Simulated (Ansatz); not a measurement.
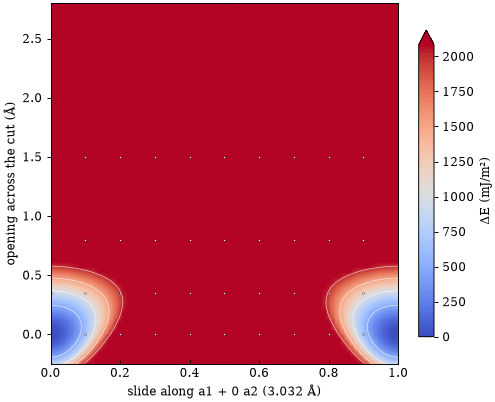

TiB2 (P6/mmm, No. 191; 9 atoms in the cell). 
- Rigid slide and opening across a plane, one cut a cell; the plane is (0 0 1) of the conventional cell, and the faces at the cut hold Ti and B.
- Coordinates scanned: (1) slide along a1 + 0 a2 (3.032 Å); (2) opening across the cut.
- Nothing is relaxed (rigid halves).
- The grid has 10 × 6 points; 36 points were computed and 24 follow by symmetry.
- Points are written as (first, second).
- Energies: mJ/m², counted from the lowest grid point.
- Computed with Ansatz 0.2.0, DFT PBE, scalar-relativistic, plane waves, PAW. Settings: cutoff 520 eV, k-mesh 15×15×4 in the order of the run's cell vectors, gaussian smearing 0.15 eV, no spin polarisation.

The picture shows a smooth colour map with a few white contour lines, dots at the grid points, one colour for all values above the top of the scale. Between grid points the surface is interpolated.

Estimate the position of the minimum and the force constants in these coordinates.

Answer. The interpolated minimum is at the first coordinate ≈ 0.00, opening across the cut ≈ 0.00 Å. The curvatures there are about 66 eV and 11 eV/Å², with a cross term of about 0 eV/Å (per cell of 7.96 Å²). Round the minimum the two coordinates are nearly uncoupled.
